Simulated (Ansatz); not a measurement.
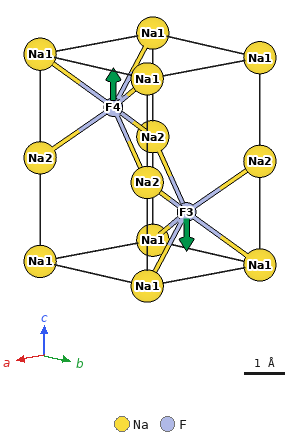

One vibrational mode of solid NaF (a generated structure) at the zone centre. Displacements are drawn as green arrows; their common scale and sign are arbitrary. The picture is a ball-and-stick view of the cell of the calculation, seen from a free direction.

The calculation used DFT PBE, scalar-relativistic, plane waves, PAW (Ansatz 0.2.0). Set-up: plane-wave cutoff 420 eV; k-point mesh 12 × 12 × 4; occupations fixed; no spin polarisation.

Frequencies are those without the non-analytic (LO–TO) term.

**What mode is this, and where does it lie in the spectrum?**

This is the B₁g mode at 36.8 meV, optical level 5 of 6, counted from below, silent by symmetry (neither infrared- nor Raman-active). The Na atoms stay at rest; all motion is along c; atoms of one kind move against one another, with no net shift of their sublattice.
